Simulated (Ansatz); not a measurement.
**Ti: density, localisation and related maps**

Input

```
crystal:
  lattice:
    - [2.8161325231, 0.0, 0.0]
    - [-0.938710841, 2.6550752051, 0.0]
    - [0.938710841, 1.3275376026, 2.2993625766]
  atoms:
    - { symbol: Ti, position: [0.0, 0.0, 0.0] }
basis:
  ecutwfc: 500
kpoints:
  mp_grid: { grid: [13, 13, 15] }
hamiltonian:
  xc: r2scan
scf:
  occupations: { method: gaussian, width: 0.1 }
output:
  forces: true
  stress: true
  eigenvalues: true
  write_density: true
  write_potential: true
  elf: true
  volumetric_format: npy
```

Run with:

```sh
ansatz run input.yaml --threads 2 --pin off --max-ram 5120MiB --backend cpu --events-out ev --progress --plain --runs-dir out
```

Below, planes, directions and counts refer to the conventional cell (a = 3.25 Å, b = 3.25 Å, c = 3.25 Å, α = 90.00°, β = 90.00°, γ = 90.00°).

Space group Im-3m; computed without spin polarisation.

Theory: DFT r2SCAN, scalar-relativistic, plane waves, PAW in Ansatz 0.2.0.

The density is the valence pseudo-density of a PAW calculation; it isn't the true density close to the nuclei.

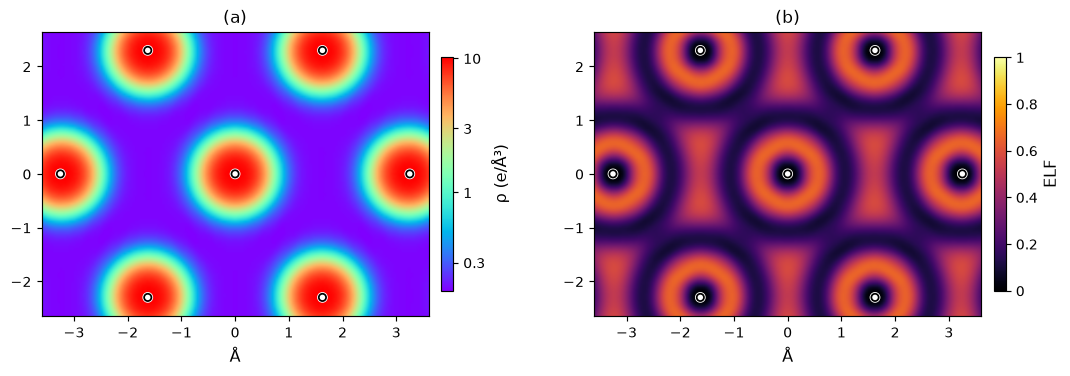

Figure 1. (a) valence pseudo-density; (b) electron localisation function on the (11̄0) plane of the conventional cell. Circles mark the nuclei in the plane (Ti).

**What does the map show?**

Atoms in the plane: Ti.
Ti–Ti (2.82 Å): ρ is about 0.19 e/Å³ halfway; the ELF is about 0.15 at the midpoint: no localised pair shows between them.
Between the atoms the lowest density in this plane is 0.19 e/Å³.
The features right at Ti lie inside the PAW spheres, where the map follows smoothed inner orbitals and isn't to be read closely.

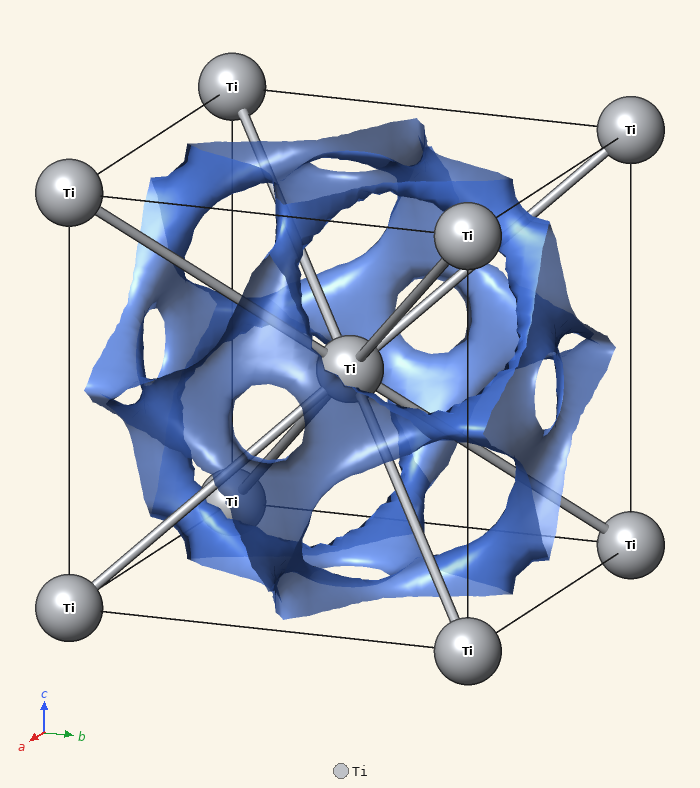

Figure 2. Isosurface of the electron localisation function at 0.55 (blue), seen slightly off an axis. Core shells and regions of very low density are left out. Sticks mark near contacts.

**Identify the bonds, lone pairs and shells in this picture.**

At this value the surface marks out one network that runs through the whole crystal, counted in one cell of 2 atoms. Any copies at cell faces, edges or corners count once. There are no localised bonds or lone pairs at this value.

**Metal or insulator at this level of theory?**

It is gapless in this calculation (a metal or semimetal).
